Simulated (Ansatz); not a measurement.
**Single-point calculation of Ta (part 2 of 2)**

Continued. System: Ta (slab, 16 atoms in the cell). Method: DFT, PBE, dispersion d3bj, plane waves, PAW, no spin polarisation (Ansatz 0.2.0); cutoff 800 eV, 6×6×1 k-mesh, tetrahedron_uncorrected. The structure derives from an entry of the Crystallography Open Database.

Geometry of the input (Å; fractional positions):
```
5.9137  0.0000  0.0000
-2.9568  5.1214  0.0000
0.0000  0.0000  24.2427
Ta 0.3333  0.1667  0.3506
Ta 0.3333  0.6667  0.3506
Ta 0.8333  0.1667  0.3506
Ta 0.8333  0.6667  0.3506
Ta 0.6667  0.3333  0.4502
Ta 0.6667  0.8333  0.4502
Ta 0.1667  0.3333  0.4502
Ta 0.1667  0.8333  0.4502
Ta -0.0000  0.5000  0.5501
Ta 0.0000  0.0000  0.5501
Ta 0.5000  0.5000  0.5501
Ta 0.5000  0.0000  0.5501
Ta 0.3333  0.6667  0.6502
Ta 0.3333  0.1667  0.6502
Ta 0.8333  0.6667  0.6502
Ta 0.8333  0.1667  0.6502
```

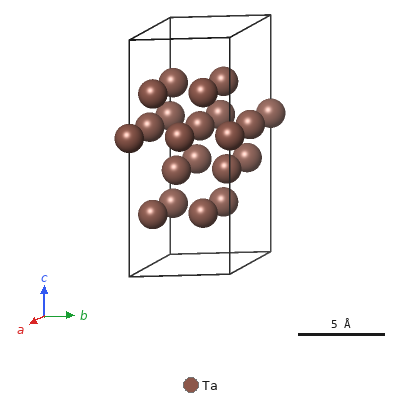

The structure (spheres-only view of the cell of the calculation, with the vacuum cut short, seen slightly off an axis). An atom can appear more than once, as a periodic image.

Output, continued:
```
--- Forces (eV/Å), atoms counted from 1 ---
  atom   1  Ta     0.00000000    -0.00000000    -0.07837118
  atom   2  Ta     0.00000000    -0.00000000    -0.07837118
  atom   3  Ta    -0.00000000    -0.00000000    -0.07837118
  atom   4  Ta    -0.00000000    -0.00000000    -0.07837118
  atom   5  Ta     0.00000000    -0.00000000     0.05962907
  atom   6  Ta    -0.00000000    -0.00000000     0.05962907
  atom   7  Ta     0.00000000    -0.00000000     0.05962907
  atom   8  Ta    -0.00000000    -0.00000000     0.05962907
  atom   9  Ta    -0.00000000     0.00000000     0.01548533
  atom  10  Ta     0.00000000     0.00000000     0.01548533
  atom  11  Ta    -0.00000000     0.00000000     0.01548533
  atom  12  Ta     0.00000000     0.00000000     0.01548533
  atom  13  Ta     0.00000000     0.00000000     0.00326032
  atom  14  Ta     0.00000000     0.00000000     0.00326032
  atom  15  Ta     0.00000000     0.00000000     0.00326032
  atom  16  Ta    -0.00000000     0.00000000     0.00326032
  max |Σ_I F_I| component: 1.41e-5 eV/Å
--- Band table (eV; the first three rows and the last of 7) ---
  k-point 0: bands = ["-62.9295", "-62.9250", "-62.8606", "-62.8606", "-62.8606", "-62.8557", "-62.8557", "-62.8557", "-62.8066", "-62.7595", "-62.7285", "-62.7285", "-62.7285", "-62.7126", "-62.7126", "-62.7126", "-29.8911", "-29.8911", "-29.8911", "-29.8633", "-29.8279", "-29.8279", "-29.8279", "-29.8056", "-29.8056", "-29.8056", "-29.7651", "-29.7651", "-29.7651", "-29.6842", "-29.4256", "-29.4256", "-29.4256", "-29.3663", "-29.3663", "-29.3663", "-29.3249", "-29.2179", "-29.2179", "-29.2179", "-29.2048", "-29.2048", "-29.2048", "-29.1696", "-29.1696", "-29.1696", "-29.0832", "-29.0832", "-29.0832", "-29.0469", "-29.0469", "-29.0469", "-28.9957", "-28.9957", "-28.9957", "-28.9711", "-28.9711", "-28.9584", "-28.9584", "-28.9576", "-28.8946", "-28.8946", "-28.8356", "-28.8356", "-3.0307", "-1.8691", "-0.6327", "-0.0706", "0.4192", "0.4192", "0.4192", "0.5158", "0.5158", "0.5158", "1.2465", "1.2465", "1.2465", "1.2937", "1.2937", "1.2937", "1.5536", "1.5536", "1.5536", "2.3840", "2.3840", "2.3840", "3.4508", "3.4508", "3.4508", "4.0703", "4.2357", "4.4605", "4.4605", "4.4605", "4.7198", "4.8167", "4.8208", "4.8208", "4.8208", "5.0824", "5.0824", "5.2544", "5.2544", "5.2544", "5.3225", "5.3360", "5.3360", "5.3360", "5.3627", "5.3627", "5.4900", "5.4900", "5.6825", "5.6825", "6.2768", "6.2768", "6.2768", "6.4614", "6.4614", "6.4614", "6.5576", "6.5576", "6.5576", "8.1100", "8.1100", "8.1209"]
  k-point 1: bands = ["-62.9249", "-62.9204", "-62.8652", "-62.8606", "-62.8606", "-62.8604", "-62.8557", "-62.8557", "-62.8017", "-62.7560", "-62.7347", "-62.7285", "-62.7285", "-62.7149", "-62.7126", "-62.7126", "-29.8609", "-29.8609", "-29.8439", "-29.8399", "-29.7999", "-29.7999", "-29.7887", "-29.7771", "-29.7771", "-29.7573", "-29.7379", "-29.7379", "-29.7159", "-29.6755", "-29.4584", "-29.4345", "-29.4345", "-29.3695", "-29.3688", "-29.3688", "-29.3318", "-29.2402", "-29.2402", "-29.2336", "-29.2336", "-29.2045", "-29.1899", "-29.1699", "-29.1699", "-29.1559", "-29.1310", "-29.1310", "-29.0708", "-29.0356", "-29.0353", "-29.0353", "-29.0326", "-29.0230", "-29.0230", "-29.0148", "-28.9876", "-28.9848", "-28.9847", "-28.9731", "-28.9178", "-28.9076", "-28.8899", "-28.8458", "-2.7830", "-1.6279", "-0.3785", "0.1924", "0.3088", "0.5566", "0.5898", "0.5898", "0.6969", "0.6969", "1.1119", "1.3752", "1.3752", "1.5230", "1.6035", "1.6035", "1.6967", "1.7187", "1.7187", "2.4912", "2.4995", "2.4995", "3.4072", "3.4072", "3.4607", "3.9295", "4.1279", "4.4553", "4.5346", "4.5346", "4.5676", "4.5878", "4.5878", "4.6424", "4.6718", "4.8451", "4.9488", "4.9488", "5.0859", "5.2074", "5.2074", "5.2283", "5.2781", "5.3035", "5.3065", "5.4205", "5.5242", "5.6223", "5.7082", "5.7452", "5.8902", "5.8902", "5.9029", "6.1455", "6.1455", "6.1658", "6.5132", "6.5572", "6.5572", "7.6308", "7.6790", "7.6790"]
  k-point 2: bands = ["-62.9123", "-62.9078", "-62.8779", "-62.8731", "-62.8606", "-62.8606", "-62.8557", "-62.8557", "-62.7884", "-62.7501", "-62.7466", "-62.7286", "-62.7286", "-62.7224", "-62.7125", "-62.7125", "-29.7903", "-29.7850", "-29.7850", "-29.7343", "-29.7343", "-29.7226", "-29.7072", "-29.7072", "-29.6991", "-29.6759", "-29.6759", "-29.6551", "-29.6287", "-29.6013", "-29.4792", "-29.4667", "-29.4667", "-29.3866", "-29.3866", "-29.3709", "-29.3577", "-29.3006", "-29.3006", "-29.2744", "-29.2744", "-29.2125", "-29.2125", "-29.1947", "-29.1799", "-29.1732", "-29.1732", "-29.1536", "-29.1486", "-29.1182", "-29.1150", "-29.1022", "-29.1022", "-29.0368", "-29.0319", "-29.0232", "-29.0193", "-29.0193", "-29.0127", "-28.9998", "-28.9547", "-28.9427", "-28.9390", "-28.8742", "-2.0923", "-0.9749", "-0.2013", "0.2927", "0.4316", "0.8941", "1.0132", "1.0132", "1.1268", "1.1453", "1.1453", "1.7223", "1.7223", "1.7991", "2.1013", "2.1719", "2.1719", "2.3272", "2.3272", "2.7948", "2.8682", "2.8682", "3.1965", "3.1965", "3.4173", "3.5022", "3.8365", "3.8688", "4.0227", "4.0227", "4.1549", "4.2328", "4.2795", "4.2795", "4.5025", "4.6234", "4.6752", "4.6752", "4.7413", "4.8501", "4.8999", "4.8999", "4.9931", "5.0955", "5.1810", "5.1810", "5.2302", "5.2824", "5.3688", "5.3688", "5.6508", "5.7452", "5.8575", "5.9347", "6.3185", "6.3878", "6.3878", "6.5297", "6.6270", "7.0785", "7.2631", "7.2631"]
  k-point 6: bands = ["-62.8865", "-62.8865", "-62.8865", "-62.8818", "-62.8818", "-62.8818", "-62.8519", "-62.8470", "-62.7600", "-62.7600", "-62.7600", "-62.7281", "-62.7281", "-62.7281", "-62.7129", "-62.7125", "-29.6834", "-29.6834", "-29.6834", "-29.6585", "-29.6508", "-29.6508", "-29.6508", "-29.6460", "-29.6454", "-29.5716", "-29.5714", "-29.5649", "-29.5344", "-29.5344", "-29.5344", "-29.4606", "-29.4606", "-29.4606", "-29.4497", "-29.4474", "-29.4046", "-29.4046", "-29.4046", "-29.3273", "-29.3273", "-29.3273", "-29.3202", "-29.2508", "-29.1663", "-29.1663", "-29.1663", "-29.1237", "-29.1237", "-29.1237", "-29.1228", "-29.1228", "-29.1228", "-29.0938", "-29.0921", "-29.0465", "-29.0465", "-29.0465", "-29.0216", "-29.0216", "-29.0216", "-28.9491", "-28.9491", "-28.9491", "-0.5445", "-0.5445", "-0.5445", "0.3546", "0.3546", "0.3546", "1.5071", "1.5071", "1.5071", "2.1610", "2.1649", "2.2644", "2.3533", "2.3533", "2.3533", "2.5656", "2.5784", "2.9605", "2.9605", "2.9605", "2.9909", "2.9909", "2.9909", "3.0214", "3.1567", "3.1954", "3.1954", "3.1954", "3.4826", "3.4826", "3.4826", "3.8218", "3.8218", "3.8218", "3.9383", "3.9383", "3.9383", "4.1556", "4.1594", "4.5439", "4.5439", "4.5439", "4.5798", "4.5798", "4.6539", "4.6562", "5.6015", "5.6015", "5.6015", "5.7889", "5.7889", "5.7889", "6.2459", "6.2459", "6.2459", "6.3256", "6.3256", "6.3256", "6.9153", "7.2292", "7.2597", "7.3291"]
```

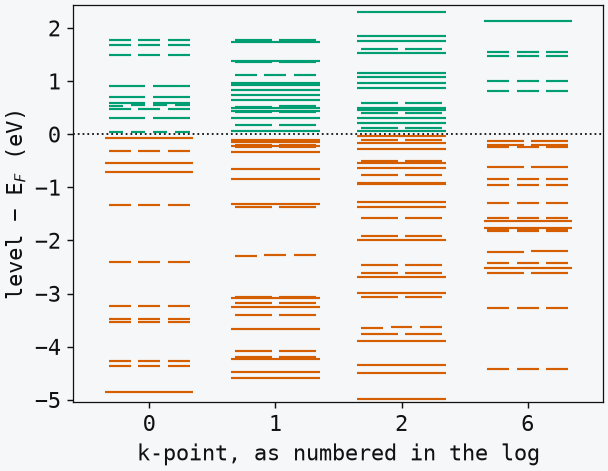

Kohn–Sham levels near the Fermi level (dotted) at the few k-points that the log prints; levels within 0.02 eV of each other stand side by side. The system is metallic on the full mesh.
